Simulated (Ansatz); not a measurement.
Consider Al$_{16}$HO$_{24}$ (cell with a defect).

Input

```
crystal:
  lattice:
    - [-4.8085976127, -2.7762451261, 4.374911747]
    - [4.8085976127, -2.7762451261, 4.374911747]
    - [0.0, 5.5524902522, 4.374911747]
  atoms:
    - { symbol: Al, position: [0.1513868332, 0.1338659641, 0.1435191344], spin: 0.111 }
    - { symbol: Al, position: [0.6478748935, 0.6478748935, 0.1478748935] }
    - { symbol: Al, position: [0.6478748935, 0.1478748935, 0.6478748935] }
    - { symbol: Al, position: [0.1478748935, 0.6478748935, 0.6478748935] }
    - { symbol: Al, position: [0.3521251065, 0.3521251065, 0.3521251065] }
    - { symbol: Al, position: [0.8521251065, 0.8521251065, 0.3521251065] }
    - { symbol: Al, position: [0.8521251065, 0.3521251065, 0.8521251065] }
    - { symbol: Al, position: [0.3521251065, 0.8521251065, 0.8521251065] }
    - { symbol: Al, position: [0.6478748935, 0.6478748935, 0.6478748935] }
    - { symbol: Al, position: [0.1478748935, 0.1478748935, 0.6478748935] }
    - { symbol: Al, position: [0.1478748935, 0.6478748935, 0.1478748935] }
    - { symbol: Al, position: [0.6478748935, 0.1478748935, 0.1478748935] }
    - { symbol: Al, position: [0.8516047184, 0.8462697328, 0.8525623536], spin: 0.111 }
    - { symbol: Al, position: [0.3521251065, 0.3521251065, 0.8521251065] }
    - { symbol: Al, position: [0.3521251065, 0.8521251065, 0.3521251065] }
    - { symbol: Al, position: [0.8521251065, 0.3521251065, 0.3521251065] }
    - { symbol: O, position: [0.4030814021, 0.5969185979, 0.75] }
    - { symbol: O, position: [0.9135510263, 0.0977219657, 0.74825047], spin: 0.111 }
    - { symbol: O, position: [0.9030814021, 0.5969185979, 0.25] }
    - { symbol: O, position: [0.4030814021, 0.0969185979, 0.25] }
    - { symbol: O, position: [0.4030814021, 0.25, 0.5969185979] }
    - { symbol: O, position: [0.9030814021, 0.75, 0.5969185979] }
    - { symbol: O, position: [0.9123978993, 0.2468055817, 0.0938249463], spin: 0.111 }
    - { symbol: O, position: [0.4030814021, 0.75, 0.0969185979] }
    - { symbol: O, position: [0.5969185979, 0.75, 0.4030814021] }
    - { symbol: O, position: [0.0969185979, 0.25, 0.4030814021] }
    - { symbol: O, position: [0.0947221957, 0.7521823133, 0.9065935181], spin: 0.111 }
    - { symbol: O, position: [0.5969185979, 0.25, 0.9030814021] }
    - { symbol: O, position: [0.75, 0.4030814021, 0.5969185979] }
    - { symbol: O, position: [0.25, 0.9030814021, 0.5969185979] }
    - { symbol: O, position: [0.25, 0.4030814021, 0.0969185979] }
    - { symbol: O, position: [0.7461376365, 0.9011166214, 0.1001426134], spin: 0.111 }
    - { symbol: O, position: [0.25, 0.5969185979, 0.4030814021] }
    - { symbol: O, position: [0.75, 0.0969185979, 0.4030814021] }
    - { symbol: O, position: [0.75, 0.5969185979, 0.9030814021] }
    - { symbol: O, position: [0.2480688277, 0.1018769942, 0.8966452858], spin: 0.111 }
    - { symbol: O, position: [0.5969185979, 0.4030814021, 0.25] }
    - { symbol: O, position: [0.0974710351, 0.9059429526, 0.2509223196], spin: 0.111 }
    - { symbol: O, position: [0.0969185979, 0.4030814021, 0.75] }
    - { symbol: O, position: [0.5969185979, 0.9030814021, 0.75] }
    - { symbol: H, position: [0.0164429199, -0.0026869042, 0.0054676495], spin: 0.111 }
  host:
    lattice:
      - [2.4042988063, 1.3881225631, 4.374911747]
      - [-2.4042988063, 1.3881225631, 4.374911747]
      - [0.0, -2.7762451261, 4.374911747]
    atoms:
      - { symbol: Al, position: [0.1478748935, 0.1478748935, 0.1478748935] }
      - { symbol: Al, position: [0.3521251065, 0.3521251065, 0.3521251065] }
      - { symbol: Al, position: [0.6478748935, 0.6478748935, 0.6478748935] }
      - { symbol: Al, position: [0.8521251065, 0.8521251065, 0.8521251065] }
      - { symbol: O, position: [0.9438371958, 0.5561628042, 0.25] }
      - { symbol: O, position: [0.4438371958, 0.75, 0.0561628042] }
      - { symbol: O, position: [0.5561628042, 0.25, 0.9438371958] }
      - { symbol: O, position: [0.25, 0.9438371958, 0.5561628042] }
      - { symbol: O, position: [0.75, 0.0561628042, 0.4438371958] }
      - { symbol: O, position: [0.0561628042, 0.4438371958, 0.75] }
basis:
  ecutwfc: 420
  xc_grid: 2
kpoints:
  mp_grid: { grid: [2, 2, 2], shift: [0.5, 0.5, 0.5] }
hamiltonian:
  xc: pbe
scf:
  occupations: { method: gaussian, width: 0.02 }
  lower_state_search: "off"
output:
  forces: true
  stress: false
  eigenvalues: true
  populations: true
  charged_corrections:
    defect_position: [0.0, 0.0, 0.0]
    epsilon: [[10.177, 0.0, 0.0], [0.0, 10.177, 0.0], [0.0, 0.0, 12.532]]
  write_density: true
  write_potential: true
  elf: true
  volumetric_format: npy
magnetization:
  spin_polarized: true
relax:
  adjacent_minimum: "off"
  f_tol: 0.03
  max_steps: 40
```

Run with:

```sh
ansatz run input.yaml --threads 8 --pin off --max-ram 16384MiB --backend cpu --events-out ev --progress --plain --runs-dir out
```

The fields are those of the run's last geometry, not of the input's.

Spin-polarised.

Computed with DFT PBE, scalar-relativistic, plane waves, PAW in Ansatz.

Question: Predict the valence pseudo-density, electron localisation function and spin density between the atoms.

Answer: Al–H (1.94 Å): ρ at the midpoint is about 0.21 e/Å³; the ELF climbs to about 1 towards the hydrogen.
The spin density sits on H: +0.5 μB in one cell of 41 atoms, with smaller moments on O (up to +0.05 μB): with much of the spin spread outside that site. The cell of the calculation (41 atoms) carries 1.0 μB of net spin moment.

Question: Metal or insulator at this level of theory?

Answer: It is gapped, with a Kohn–Sham gap of 2.1 eV on the k-point mesh, an upper bound to the gap of this method.

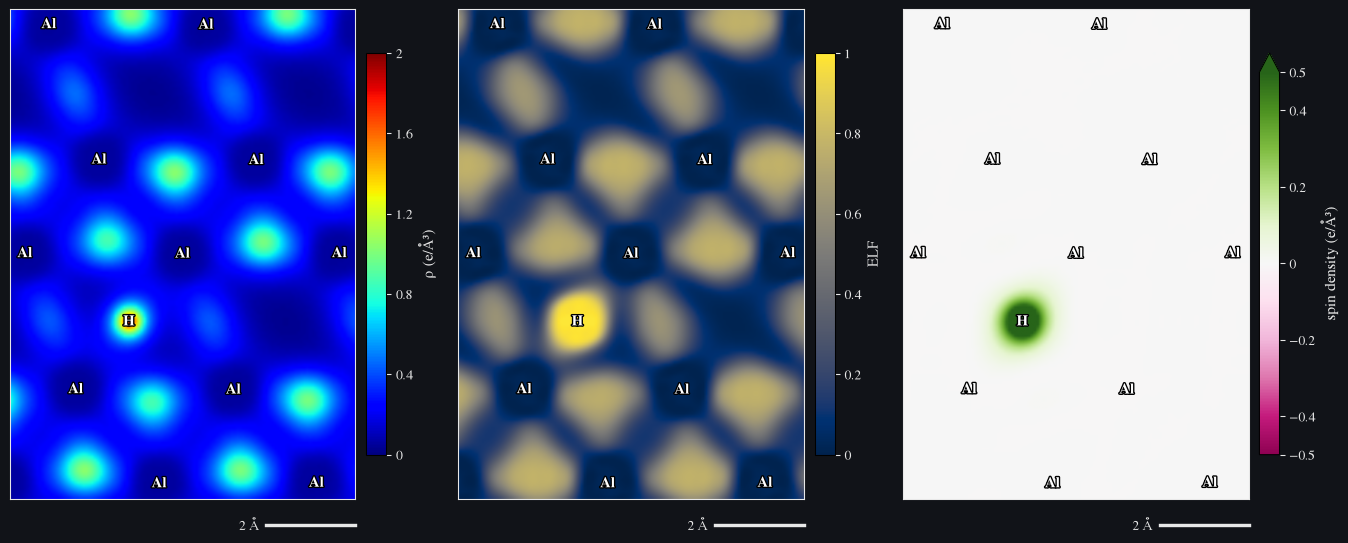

Computed valence pseudo-density, electron localisation function and spin density on the (11̄0) plane of the calculation cell, in this order. Atoms just off the plane (O, 0.7 Å away) can leave unmarked features too.

The density is the valence pseudo-density of a PAW calculation; it isn't the true density close to the nuclei.
